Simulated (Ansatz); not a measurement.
Take the following structure.

```
CELL_PARAMETERS angstrom
3.17096 0.00000 0.00000
-1.58548 2.74613 0.00000
0.00000 0.00000 6.81004
ATOMIC_POSITIONS crystal
Mo 0.00000 0.00000 0.00000
S 0.33333 0.66667 0.22853
S 0.33333 0.66667 0.77147
```

Question: Work out the structure from the coordinates.

Answer: The solid is MoS2. It is primitive hexagonal, space group P-6m2 (No. 187). There are 3 atoms in the cell: 1 Mo, 2 S. The polyhedra are MoS6 trigonal prisms; they share edges. The coordination shell of Mo holds six S in a trigonal prismatic arrangement at 2.40 Å. About every S there are three Mo in a trigonal pyramidal arrangement at 2.40 Å. Not all metal-metal contacts are counted. The bonds build MoS2 layers parallel to (001).

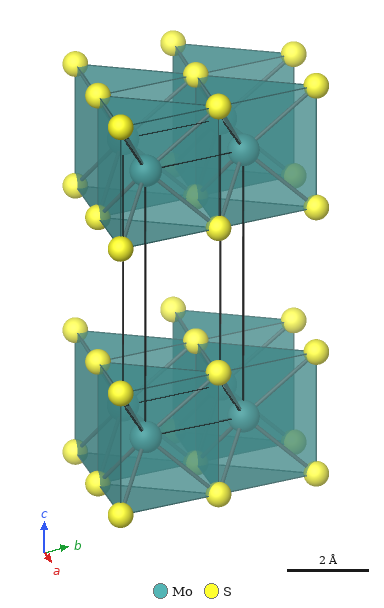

View slightly off an axis, drawn as a polyhedral model. The edges of the conventional unit cell are marked. Some neighbours outside the box are added. Colours: molybdenum teal, sulfur yellow.

The structure was taken from a structure listed in the Materials Project. Earlier steps of the study may have refined or changed the cell and positions. A calculation with Ansatz used it as input.

At this level of theory the cell isn't at rest (stretched, at -5 GPa), so its distances can differ from those at equilibrium, the more so the softer the solid.
